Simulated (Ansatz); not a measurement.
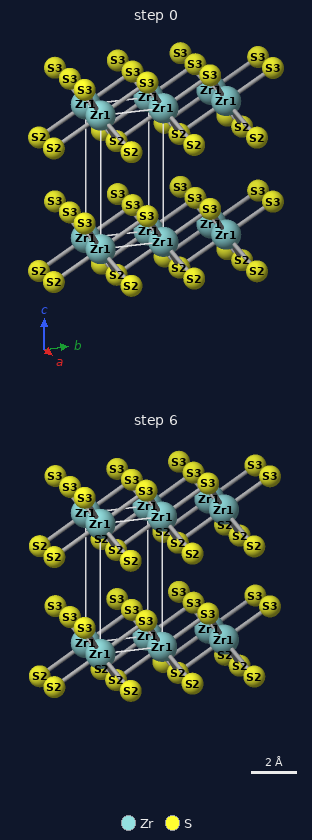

The structure of crystalline ZrS$_{2}$ (built on the database structure type) before (top) and after (bottom) a relaxation, at one scale.

Style: ball-and-stick. Shown: the cell of the calculation, repeated 1 × 2 × 1 with one cell outlined, slightly off an axis.

Level of theory: DFT, PBEsol, plane waves, PAW in Ansatz 0.2.0.

Input file:
```yaml
crystal:
  lattice:
    - [3.6913825498, 0.0, 0.0]
    - [-1.8456912749, 3.1968310632, 0.0]
    - [0.0, 0.0, 6.04107701]
  atoms:
    - { symbol: Zr, position: [0.0, 0.0, 0.0] }
    - { symbol: S, position: [0.66666667, 0.33333333, 0.76209003] }
    - { symbol: S, position: [0.33333333, 0.66666667, 0.23790997] }
kpoints:
  mp_grid: { grid: [6, 6, 4] }
hamiltonian:
  xc: pbesol
scf:
  occupations: { method: fermi_dirac, width: 0.03 }
relax:
  f_tol: 0.01
  cell: {}
  max_steps: 120
```

Run as
```bash
ansatz run input.yaml --threads 2 --pin off --max-ram 2211MiB --backend cpu --events-out ev --progress --plain --runs-dir out
```

Question: What changed between the two?

Answer: The energy falls by 22.2 meV per cell of the calculation in 5 accepted moves (6 points after the start). Largest force component: 0.16 eV/Å at the start, 0.0039 eV/Å at the end. Pressure: −2.47 GPa at the start and −0.02 GPa at the end. At 1 point the geometry stayed and the basis and grid were re-selected for the new cell (energy shift of 0.3 meV per cell of the calculation at most each time). The largest moves relative to the cell, 0.051 Å, are those of S2 and S3. S3 goes along +c. Zr stays in place. The drawn cell changes as follows: a = b 3.691 → 3.632 Å (−1.6 %), c 6.041 → 5.882 Å (−2.6 %); the volume changes by −5.7 %. Near-neighbour distances that change, for instance: Zr1–S2 2.571 → 2.550 Å. The space group stays P-3m1 (No. 164). The run took 5 s on 2 threads of Arm Neoverse V2 (shared host), peak memory 0.34 GiB.

Limits of the set-up: layers or molecules are held without a dispersion correction, so their spacing is unreliable.
